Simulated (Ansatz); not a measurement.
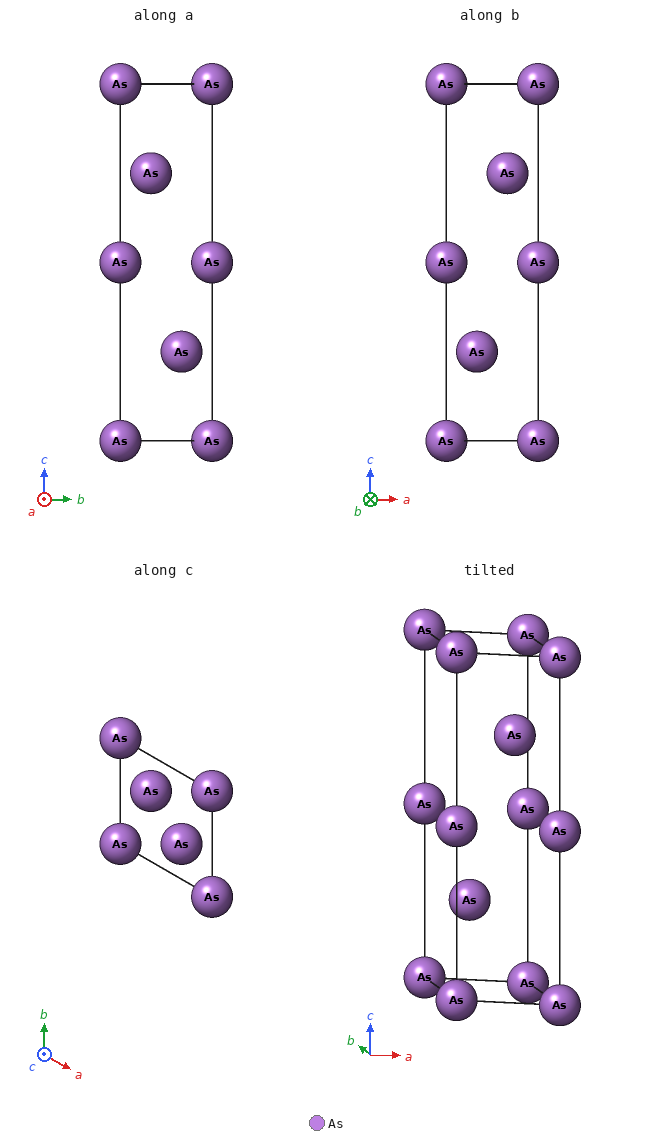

The crystal in a spheres-only representation, seen along the a axis, along the b axis, along the c axis and slightly off an axis. The parallelepiped is the conventional unit cell.

Lattice parameters: a = 3.029 Å, b = 3.029 Å, c = 10.215 Å, α = 90.00°, β = 90.00°, γ = 120.00°. Put a along x and b in the xy plane.

Write down what is shown as a POSCAR file.

Answer.
```
As
1.0
     3.029    0.000    0.000
    -1.515    2.623    0.000
     0.000    0.000   10.215
As
4
Direct
  0.0000 0.0000 0.0000
  0.0000 0.0000 0.5000
  0.3333 0.6667 0.2500
  0.6667 0.3333 0.7500
```

The structure was taken from a structure type filled with this element by a generator (whether the element takes this form wasn't checked). Earlier steps of the study may have refined or changed the cell and positions. It went into a calculation with Ansatz.

At this level of theory the cell isn't at rest (stretched, at -9 GPa), so its distances can differ from those at equilibrium, the more so the softer the solid.
